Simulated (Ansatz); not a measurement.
System: Si₉O₁₉ (cell with a defect).

Input file:

```
crystal:
  lattice:
    - [2.5100214627, 4.3474847016, -5.5094746217]
    - [2.5100214628, -4.3474847015, -5.5094746217]
    - [-5.0200429255, 0.0, -5.5094746217]
  atoms:
    - { symbol: Si, position: [0.6823165715, 0.1588417142, 0.1588417142] }
    - { symbol: Si, position: [0.3489832382, 0.8255083809, 0.8255083809] }
    - { symbol: Si, position: [0.0155625778, 0.4902280587, 0.4944442427] }
    - { symbol: Si, position: [0.936619492, 0.4600943493, 0.936619492] }
    - { symbol: Si, position: [0.6032861587, 0.1267610159, 0.6032861587] }
    - { symbol: Si, position: [0.2699528254, 0.7934276826, 0.2699528254] }
    - { symbol: Si, position: [0.7143972698, 0.7143972698, 0.2378721271] }
    - { symbol: Si, position: [0.3819025285, 0.3685142499, 0.9157805736] }
    - { symbol: Si, position: [0.0477306031, 0.0477306031, 0.5712054604] }
    - { symbol: O, position: [0.625216525, 0.2107569031, 0.3694523168] }
    - { symbol: O, position: [0.2918831917, 0.8774235698, 0.0361189835] }
    - { symbol: O, position: [0.9585498584, 0.5440902364, 0.7027856501] }
    - { symbol: O, position: [0.1027846032, 0.2538391681, 0.5166482091] }
    - { symbol: O, position: [0.7663124587, 0.9250078724, 0.1807720806] }
    - { symbol: O, position: [0.4329791253, 0.591674539, 0.8474387472] }
    - { symbol: O, position: [0.8138967612, 0.0696609695, 0.6552013475] }
    - { symbol: O, position: [0.4805634279, 0.7363276361, 0.3218680142] }
    - { symbol: O, position: [0.1543172216, 0.4133515374, 0.965526754] }
    - { symbol: O, position: [0.8215993617, 0.5658351535, 0.4071397398] }
    - { symbol: O, position: [0.4856849567, 0.2238390492, 0.0645614323] }
    - { symbol: O, position: [0.1549326951, 0.8991684869, 0.7404730731] }
    - { symbol: O, position: [0.7880573757, 0.629361962, 0.043821584] }
    - { symbol: O, position: [0.4547240424, 0.2960286287, 0.7104882506] }
    - { symbol: O, position: [0.1213907091, 0.9626952954, 0.3771549173] }
    - { symbol: O, position: [0.8515841843, 0.2660438062, 0.010279598] }
    - { symbol: O, position: [0.5182508509, 0.9327104729, 0.6769462646] }
    - { symbol: O, position: [0.1715603782, 0.6037673339, 0.3487042943] }
    - { symbol: O, position: [0.2390786952, 0.3576743842, 0.2409129416] }
  host:
    lattice:
      - [5.0200429255, 0.0, 0.0]
      - [-2.5100214628, 4.3474847015, 0.0]
      - [0.0, 0.0, 5.5094746217]
    atoms:
      - { symbol: Si, position: [0.5234748573, 0.5234748573, 0.0] }
      - { symbol: Si, position: [0.0, 0.4765251427, 0.6666666667] }
      - { symbol: Si, position: [0.4765251427, 0.0, 0.3333333333] }
      - { symbol: O, position: [0.2557642082, 0.4144596219, 0.7945742551] }
      - { symbol: O, position: [0.5855403781, 0.8413045863, 0.1279075884] }
      - { symbol: O, position: [0.1586954137, 0.7442357918, 0.4612409217] }
      - { symbol: O, position: [0.4144596219, 0.2557642082, 0.2054257449] }
      - { symbol: O, position: [0.7442357918, 0.1586954137, 0.5387590783] }
      - { symbol: O, position: [0.8413045863, 0.5855403781, 0.8720924116] }
basis:
  ecutwfc: 420
  xc_grid: 2
kpoints:
  mp_grid: { grid: [2, 2, 2], shift: [0.5, 0.5, 0.5] }
hamiltonian:
  xc: pbe
scf:
  occupations: { method: gaussian, width: 0.01 }
output:
  forces: true
  stress: false
  eigenvalues: true
  charged_corrections:
    defect_position: [0.23611111, 0.36111111, 0.23611111]
    epsilon: [[4.5605, 0.0, 0.0], [0.0, 4.5605, 0.0], [0.0, 0.0, 4.7897]]
  write_density: true
  write_potential: true
  elf: true
  volumetric_format: npy
relax:
  adjacent_minimum: "off"
  f_tol: 0.025
  max_steps: 45
```

Run with:

```sh
ansatz run input.yaml --threads 4 --pin off --max-ram 10240MiB --backend cpu --events-out ev --progress --plain --runs-dir out
```

The fields are those of the run's last geometry, not of the input's.

The calculation used DFT PBE, scalar-relativistic, plane waves, PAW in Ansatz.

### What will maps of the valence pseudo-density and electron localisation function show?

Si–O (1.67 Å): the density is about 1.2 e/Å³ at the midpoint; the ELF peaks at about 0.90 between the atoms (a shared but strongly polarised pair).

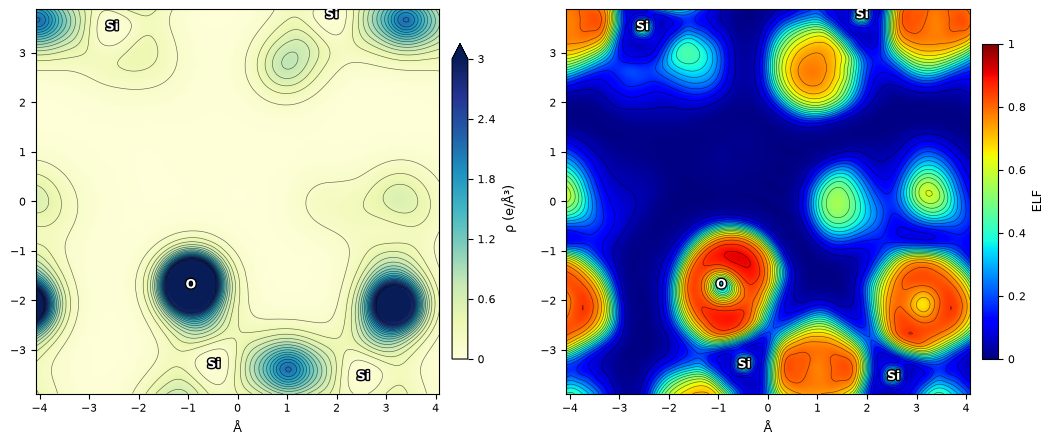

Computed valence pseudo-density and electron localisation function on the (100) plane of the calculation cell, in this order. Atoms just off the plane (Si, 0.4 Å away and O, 0.4 Å away) can leave unmarked features too.

Core electrons are frozen (PAW), and the valence fields are smoothed inside the atomic spheres.
